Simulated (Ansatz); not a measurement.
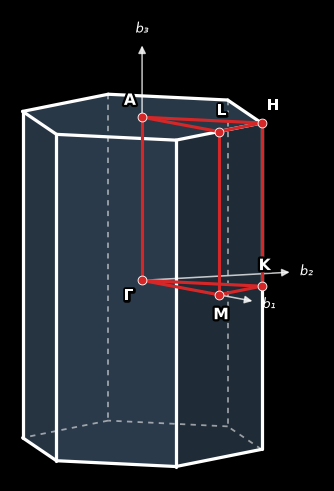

Crystal: TaN, the geometry relaxed with DFT PBE, scalar-relativistic, plane waves, PAW in Ansatz. The figure shows the first Brillouin zone with its special points and a band path. The drawing is computed from the coordinates (standard cell, symmetry found to 0.002 Å).

Labels and path follow the convention of Hinuma et al. (2017), as computed by seekpath; the arrows show the directions of the reciprocal primitive vectors b₁, b₂, b₃.

Name the Bravais lattice of the crystal.

A primitive hexagonal lattice (hP; extended symbol hP2). The zone is a hexagonal prism in its combinatorial type: 8 faces (6 with 4 edges, 2 with 6 edges), 18 edges, 12 vertices.

Write the standard path through the labelled points.

Γ–M–K–Γ–A–L–H–A | L–M | H–K
